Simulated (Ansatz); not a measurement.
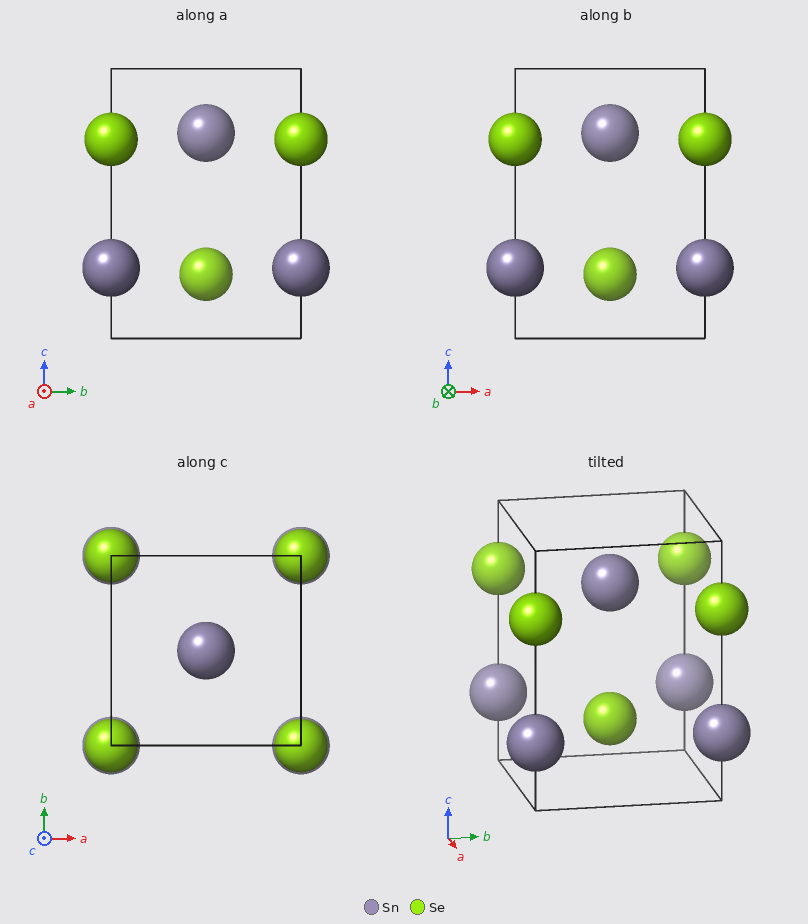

The image is a spheres-only drawing of a crystal, viewed along the a axis, along the b axis, along the c axis and slightly off an axis. The box is the conventional unit cell; atoms on or close to its faces, edges and corners are drawn wherever they repeat.

Lattice parameters: a = 4.2885 Å, b = 4.2885 Å, c = 6.0937 Å, α = 90.000°, β = 90.000°, γ = 90.000°.

Q: Express the structure as a CIF in P1 with every atom of the cell, with free fractional coordinates to two decimals.

A:
```cif
data_structure
_symmetry_space_group_name_H-M 'P 1'
_symmetry_Int_Tables_number 1
_cell_length_a 4.2885
_cell_length_b 4.2885
_cell_length_c 6.0937
_cell_angle_alpha 90.000
_cell_angle_beta 90.000
_cell_angle_gamma 90.000
_cell_volume 112.07
loop_
_atom_site_label
_atom_site_type_symbol
_atom_site_fract_x
_atom_site_fract_y
_atom_site_fract_z
_atom_site_occupancy
Sn1 Sn 0.00 0.00 0.26 1
Se1 Se 0.50 0.50 0.24 1
Sn2 Sn 0.50 0.50 0.76 1
Se2 Se 0.00 0.00 0.74 1
```

The model was built from a structure type filled with these elements by a generator (whether the compound takes this form wasn't checked). The final geometry of a relaxation with DFT PBE, scalar-relativistic, plane waves, PAW in Ansatz is shown.
